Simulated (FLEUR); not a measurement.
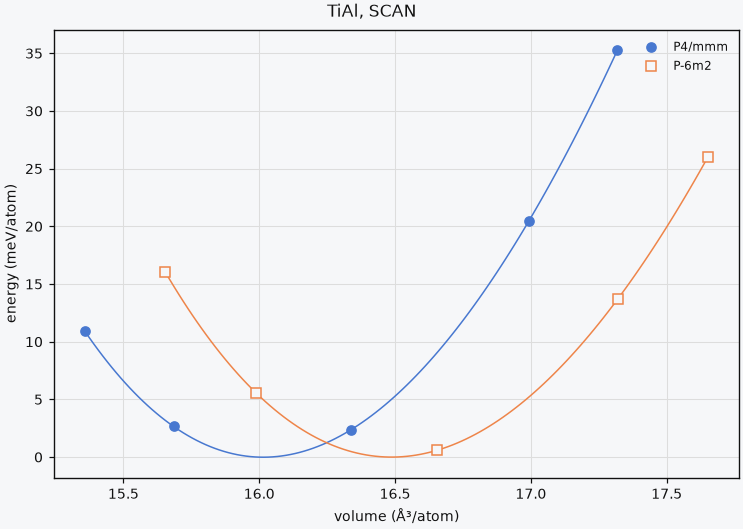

Method: all-electron LAPW DFT, no spin polarisation; energies at scaled volumes of the given cell, shape and fractions fixed, counted from the fit's minimum, third-order Birch-Murnaghan fit (FLEUR MaX-R8.1 (later development tree)). Level: SCAN.

- occupations: Fermi–Dirac
- smearing width: 0.05 eV
- potentials: all electron

**Figure.** Energy against volume, with one curve for each structure, for TiAl. Each energy curve has its own zero, so the curves don't rank the structures.

Settings that differ: P4/mmm: k mesh 9×9×7; P-6m2: k mesh 11×11×6.

The fitted equilibrium volumes, smallest first, are P4/mmm 16.015, P-6m2 16.487 Å³/atom. The fitted bulk moduli, smallest first, are P-6m2 112.7, P4/mmm 121.2 GPa.

Note: shape and atomic fractions are frozen while scaling, which makes layered, chain and framework solids too stiff.
